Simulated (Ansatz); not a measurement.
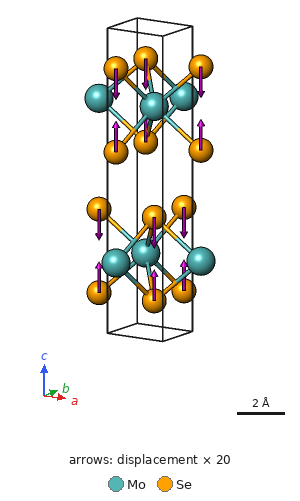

A relaxation of solid MoSe2 (built on the 2H (MoS2) bulk type). The starting structure is drawn; purple arrows show the displacements (the part carried along by the change of the cell is left out), 20 times their true length.

Style: ball-and-stick. Shown: the cell of the calculation, slightly off an axis.

Theory: DFT, PBE-D3(BJ), plane waves, PAW in Ansatz 0.2.0.

Input file:
```yaml
crystal:
  lattice:
    - [3.67568861, 0.0, 0.0]
    - [-1.837844305, 3.1832397127, 0.0]
    - [0.0, 0.0, 13.11772264]
  atoms:
    - { symbol: Mo, position: [0.3333333333, 0.6666666667, 0.25] }
    - { symbol: Mo, position: [0.6666666667, 0.3333333333, 0.75] }
    - { symbol: Se, position: [0.6666666667, 0.3333333333, 0.3867943742] }
    - { symbol: Se, position: [0.6666666667, 0.3333333333, 0.1132056258] }
    - { symbol: Se, position: [0.3333333333, 0.6666666667, 0.8867943742] }
    - { symbol: Se, position: [0.3333333333, 0.6666666667, 0.6132056258] }
kpoints:
  mp_grid: { grid: [12, 12, 2] }
hamiltonian:
  xc: pbe
  dispersion: d3bj
scf:
  occupations: { method: fermi_dirac, width: 0.02 }
relax:
  f_tol: 0.005
  cell: {}
```

Command:
```bash
ansatz run input.yaml --threads 8 --pin off --max-ram 12902MiB --backend cpu --events-out ev --progress --plain --runs-dir out
```

**Which element moves most?**

Selenium: up to 0.068 Å, against 0.000 Å for molybdenum.

**What did the optimiser do to the structure, and how much energy did it gain?**

After 5 accepted moves (6 points after the start) the energy has fallen by 2.949 eV per cell of the calculation. Largest force component: 2.5 eV/Å at the start, 0.0015 eV/Å at the end. Pressure: −20.46 GPa at the start and 0.00 GPa at the end. At 1 point the geometry stayed and the basis and grid were re-selected for the new cell (energy shift of 3.3 meV per cell of the calculation at most each time). The largest moves relative to the cell, 0.068 Å, are those of Se3, Se4, Se5 and Se6. Se5 goes along −c. Mo stays in place. Cell: a = b 3.676 → 3.277 Å (−10.8 %), c 13.118 → 12.734 Å (−2.9 %). Volume −22.8 %. Among the contacts that change: Se3–Se3 3.676 → 3.277 Å, Mo1–Se3 2.779 → 2.526 Å. Bond angles that change, for instance: Se3–Mo1–Se4 80.4° → 83.0°. The space group stays P6_3/mmc (No. 194). The run took 14 s on 8 threads of Intel(R) Xeon(R) Platinum 8488C (Sapphire Rapids) (shared host), peak memory 0.93 GiB.
